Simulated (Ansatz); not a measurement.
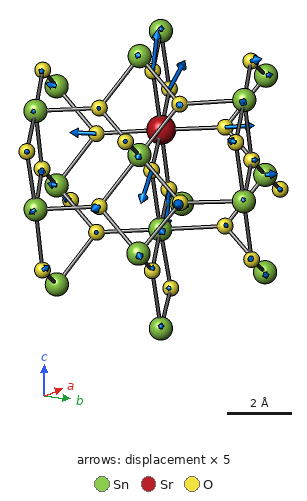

A relaxation of a defect cell of composition Sn23SrO48 (cell charge +1). The starting structure is drawn; blue arrows show the displacements, magnified 5 times.

A ball-and-stick model of the atoms within 5.0 Å of the atom that moves most (axes of the cell of the calculation (origin shifted)), seen from a free direction.

All numbers below come from DFT, PBEsol, PAW, plane waves (Ansatz 0.2.0). Settings: plane-wave cutoff 420 eV; k-point mesh 1 × 1 × 1; mesh shifted by (0.25, 0.25, 0.25); collinear spin; atoms relaxed in a fixed cell; force threshold 0.03 eV/Å; at most 80 steps.

Atoms of which element are displaced furthest, and by how much?

Answer. Oxygen: up to 0.27 Å, against 0.09 Å for tin.

What did the optimiser do to the structure, and how much energy did it gain?

Answer. The energy falls by 2.851 eV per cell of the calculation in 4 geometry steps. Largest force component: 3 eV/Å at the start, 0.027 eV/Å at the end. The largest moves, 0.27 Å, are those of O atoms. By element the largest moves are O 0.27 Å, Sn 0.09 Å, Sr 0.01 Å. The cell doesn't change. Near-neighbour distances that change, for instance: O–Sr 2.075 → 2.336 Å, O–Sr 2.094 → 2.338 Å, O–Sr 2.062 → 2.264 Å, O–Sr 2.096 → 2.264 Å. Among the angles between lasting bonds that change: Sn–O–Sn 129.1° → 142.0°, O–Sn–O 78.9° → 90.9°, Sn–O–Sn 130.6° → 141.9°.

Limits of the set-up: the cell is charged, on a uniform background, and energies carry no finite-size correction.
